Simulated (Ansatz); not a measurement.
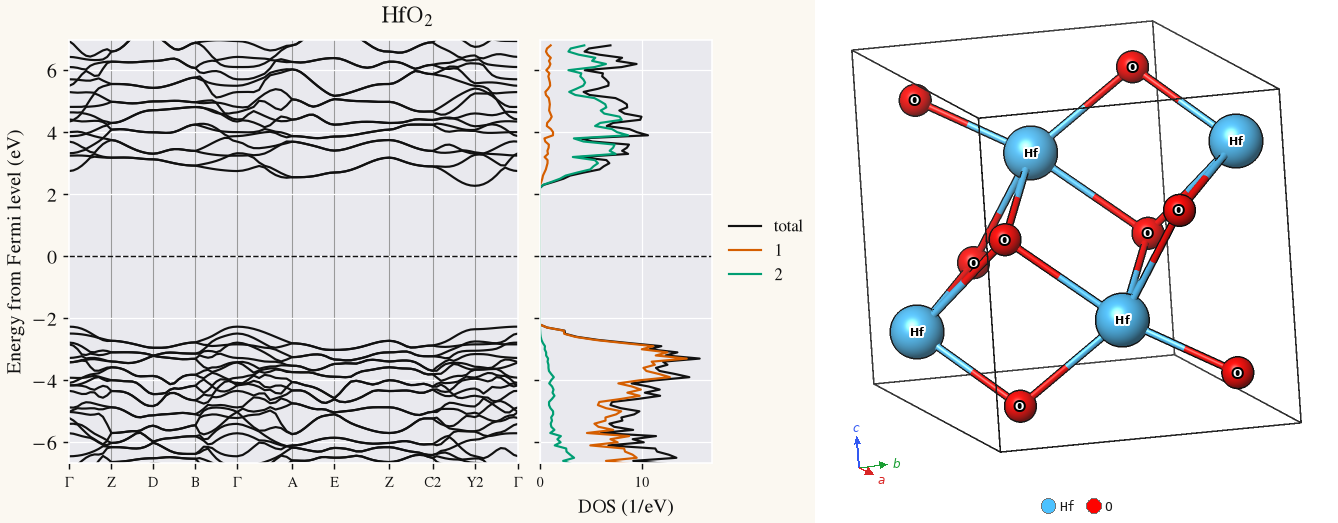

Band structure and density of states, beside the structure. Energies are counted from the Fermi level. The path runs straight from each named point to the next. The partial curves are projected on Löwdin-orthogonalised atomic shells.

System: HfO2, space group P2_1/c (No. 14), 12 atoms in the cell; a = 5.16 Å, b = 5.21 Å, c = 5.35 Å, α = 90.00°, β = 99.65°, γ = 90.00°.

Level of theory: DFT r2SCAN, scalar-relativistic, plane waves, PAW, no spin polarisation, 6×6×6 k mesh, 500 eV cutoff; code Ansatz 0.2.0.

> The numbered curves are projections. Which is which? The candidates: Hf 5d, O 2p.

1 is O 2p; 2 is Hf 5d.

> What does the band structure say about the gap?

An insulator. The gap along this path is 4.54 eV and indirect, from the valence-band top at Γ to the conduction-band bottom at Y2; the smallest direct gap is 4.62 eV, at Y2.

The cell is at −6 GPa in this functional. Spin-orbit coupling is left out, which matters for Hf.
